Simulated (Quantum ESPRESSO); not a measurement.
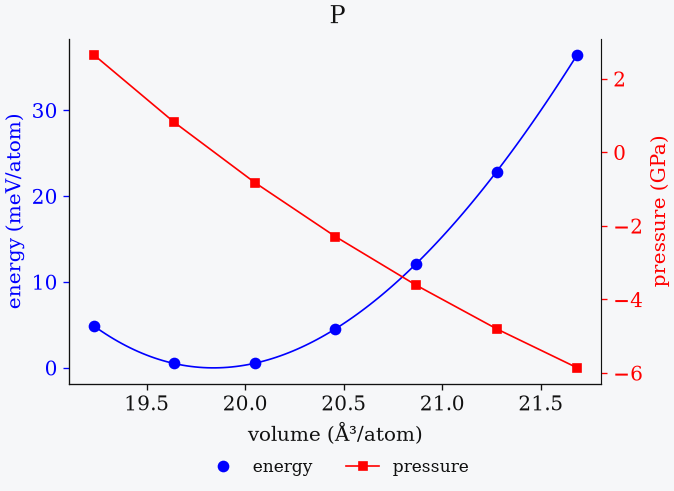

The figure shows the energy and pressure against volume for P, space group Cmce (No. 64).

Cell as given: a = 5.708 Å, b = 5.708 Å, c = 4.544 Å, α = 90.00°, β = 90.00°, γ = 146.44°; 4 atoms.

Calculation (Quantum ESPRESSO 7.5): plane-wave DFT, no spin polarisation; energies at scaled volumes of the given cell, shape and fractions fixed, counted from the fit's minimum, third-order Birch-Murnaghan fit. Level: LDA.

- k mesh: 8×8×6
- occupations: Fermi–Dirac
- smearing width: 0.05 eV
- potentials: PseudoDojo 0.4.1 SR LDA standard
- wave cutoff: 653.1 eV
- density cutoff: 2612 eV

The numbers behind the figure:

```
volume (Å³/atom)  energy (meV/atom)  pressure (GPa)
           19.23               4.92            2.66
           19.64               0.51            0.82
           20.05               0.54           -0.82
           20.46               4.55           -2.29
           20.87              12.12           -3.61
           21.28              22.88           -4.80
           21.69              36.51           -5.86
```

Limits of the calculation: shape and atomic fractions are frozen while scaling, which makes layered, chain and framework solids too stiff.
